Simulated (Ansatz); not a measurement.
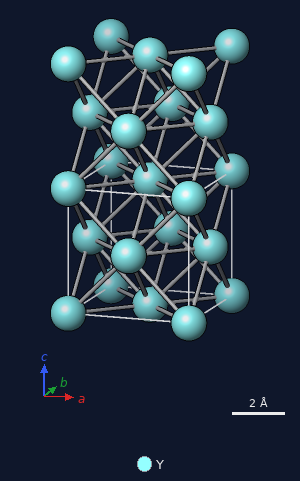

A crystal of Y (Fm-3m): the ratio of the cell's length along [111] to its lengths across, counted as 1 for the reference, is changed at fixed volume (a trigonal path), with the atoms kept at their fractional coordinates. x, y and z are the Cartesian axes of the input. The picture shows the reference cell. A ball-and-stick model of the conventional cell (4 times the calculation's cell), repeated 1 × 1 × 2 with one cell outlined, seen slightly off an axis. Lengths and directions refer to the drawn axes.

Computed with Ansatz 0.2.0, DFT r2SCAN, scalar-relativistic, plane waves, PAW. Settings: plane-wave cutoff 500 eV; k-point mesh 18 × 18 × 18; occupations gaussian; smearing width 0.15 eV; no spin polarisation. Energies (free energies at the smearing named) are counted from the cell as listed in its source, which wasn't relaxed.

Input
```yaml
crystal:
  lattice:
    - [0.0, 2.485, 2.485]
    - [2.485, 0.0, 2.485]
    - [2.485, 2.485, 0.0]
  atoms:
    - { symbol: "Y", position: [0.0, 0.0, 0.0] }
basis:
  ecutwfc: 500
kpoints:
  mp_grid: { grid: [18, 18, 18] }
hamiltonian:
  xc: r2scan
scf:
  occupations: { method: gaussian, width: 0.15 }
output:
  forces: true
  stress: true
  eigenvalues: true
```

Command:
```bash
ansatz run input.yaml --threads 1 --pin off --max-ram 2560MiB --backend cpu --events-out ev --progress --plain --runs-dir out
```

**Give the energy at each point (the relative ratio: 0.50, 0.60, 0.71, 0.85, 0.93, 1.00, 1.08, 1.20, 1.41, 1.70, 2.00).**

```tsv
axial ratio over its reference value	energy change (meV/atom)
0.50	820
0.60	724
0.71	413
0.85	100
0.93	21
1.00	0
1.08	26
1.20	155
1.41	569
1.70	1302
2.00	2115
```

The lowest computed point lies at the relative ratio 1.00 (0 meV/atom). The end points stand at 820 meV/atom (0.50) and 2115 meV/atom (2.00). The unrelaxed reference is under a pressure of 3.3 GPa. The distortion takes the space group from Fm-3m to R-3m, except for Pm-3m at 0.50. At the relative ratio 2.00 the cell of the drawing goes a 4.970 → 5.579 Å, b 4.970 → 5.579 Å, c 4.970 → 5.579 Å, α 90.0° → 60.0°, β 90.0° → 60.0°, γ 90.0° → 60.0°.

As a plot:

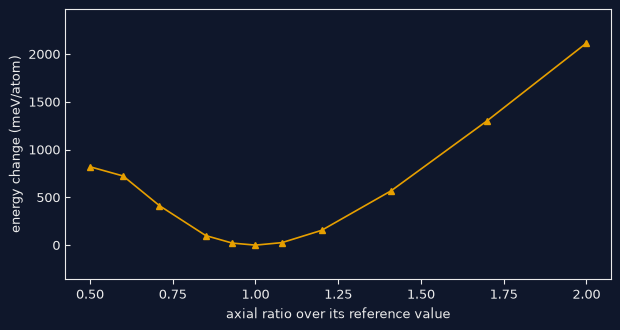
